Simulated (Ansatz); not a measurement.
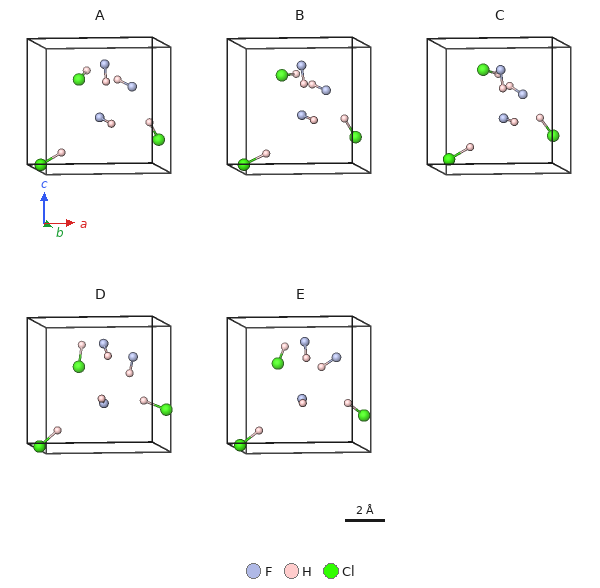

5 geometries from one relaxation of an amorphous cell of composition H₂ClF, in shuffled order. Style: ball-and-stick. Shown: the cell of the calculation, from a free direction.

The cell holds 3 HF + 3 HCl. The run prepares the start of a later molecular dynamics calculation, from a guessed geometry.

All numbers below come from DFT PBE-D3(BJ), scalar-relativistic, plane waves, PAW in Ansatz 0.2.0. Set-up: plane-wave cutoff 420 eV; k-point mesh 1 × 1 × 1; occupations fermi dirac; smearing width 0.02 eV; no spin polarisation; atoms relaxed in a fixed cell; force threshold 0.3 eV/Å; at most 15 steps.

Question: Put them in the order of the run, from the start to the converged end.

Answer: D, E, A, B, C. They are steps 0, 3, 6, 9, 13, at +157 meV per atom, +92.3 meV per atom, +34.9 meV per atom, +8.8 meV per atom relative to the last. Over 12 accepted moves (13 points after the start) the energy falls by 157 meV per atom. The largest force component goes from 0.49 to 0.12 eV/Å. 1 step only repeated the SCF at the same geometry. The atom that moves furthest is a Cl atom (1.20 Å along [1 −2 2]). By element the largest moves are Cl 1.20 Å, H 1.13 Å, F 1.01 Å. The cell stays as it was. Some distances before and after: Cl–H 1.280 → 1.336 Å, F–H 0.934 → 0.984 Å, F–H 0.934 → 0.964 Å, Cl–H 1.280 → 1.294 Å.

Limits of the set-up: the program's low-accuracy preset was used; the periodic images lie only 6.5 Å apart, so the values are limited by the cell's size.
